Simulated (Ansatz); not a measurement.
```
CELL_PARAMETERS angstrom
2.45116 0.00000 0.00000
-1.22558 2.12277 0.00000
0.00000 0.00000 9.91224
ATOMIC_POSITIONS crystal
N 0.66667 0.33333 0.00057
N 0.33333 0.66667 0.33390
N 0.00000 0.00000 0.66724
B 0.00000 0.00000 0.00033
B 0.66667 0.33333 0.33366
B 0.33333 0.66667 0.66700
```

Space group R3m; a structure from a database of computed crystals, not necessarily the ambient phase; computed pressure about 16 GPa in this cell.

Method: Kohn-Sham DFT of a periodic cell, HSE06, Ansatz PAW in Ansatz 0.2.0.

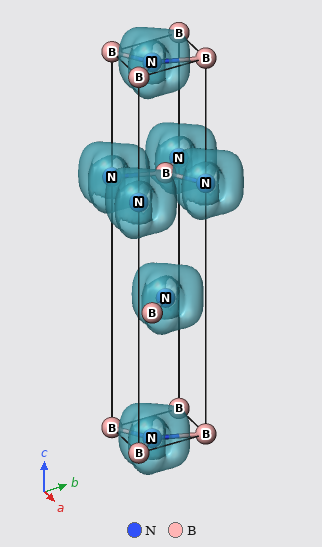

BN. Isosurface of the ELF at 0.75 (cyan), seen slightly off an axis. Only the valence region is drawn (cores and ρ < 0.01 e/Å³ removed). Sticks mark near contacts.

Core electrons are frozen (PAW), and the valence fields are smoothed inside the atomic spheres.

Describe the localisation domains.

Answer. The surface consists of three regions on N in which the atom's valence shell and bonds are merged, counted in one cell of 6 atoms. Any copies at cell faces, edges or corners count once. Profiles from the grid: B–N (1.42 Å): the ELF peaks at about 0.95 between the atoms, as expected for a polar covalent bond.
